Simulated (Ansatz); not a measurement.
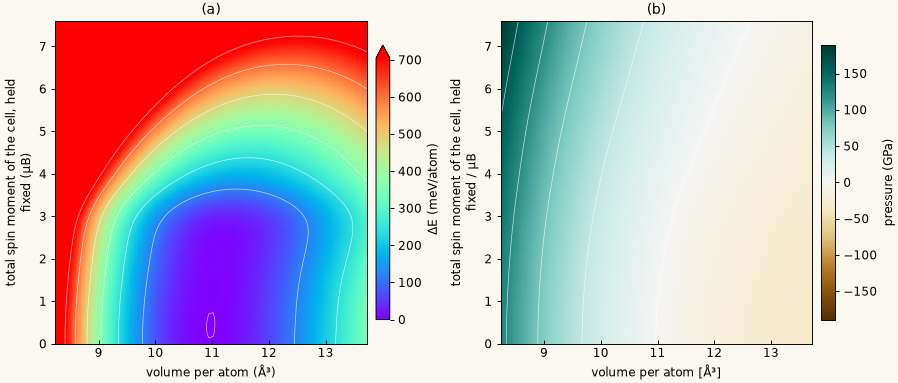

TiCo3 (Pm-3m, No. 221; 4 atoms in the cell). The energy is mapped over volume and a fixed ferromagnetic moment. The first coordinate is: volume per atom; the second: total spin moment of the cell, held fixed. Nothing is relaxed (shape and fractional coordinates fixed). The grid has 9 × 11 points. Points are written as (first, second). All energies are given in meV/atom relative to the lowest grid point. The moment is held fixed and parallel; antiferromagnetic orders weren't tried. The calculation used DFT PBEsol, scalar-relativistic, plane waves, PAW in Ansatz. Settings: cutoff 520 eV, k-mesh 12×12×12, gaussian smearing 0.15 eV.

Panel (a) is the energy and panel (b) the computed pressure on the same grid.

The picture shows a smooth colour map with a few white contour lines, one colour for all values above the top of the scale. Between grid points the surface is interpolated.

Q: How does the pressure vary over the map, and what is it at the lowest grid point?

A: It runs from −33 GPa at (13.72 Å³, 0.00 μB) to 189 GPa at (8.23 Å³, 7.60 μB). At the lowest grid point, (10.98 Å³, 0.76 μB), it is 0 GPa. The pressure is minus the slope of the energy with volume, so it vanishes at the true minimum, which need not be a grid point.
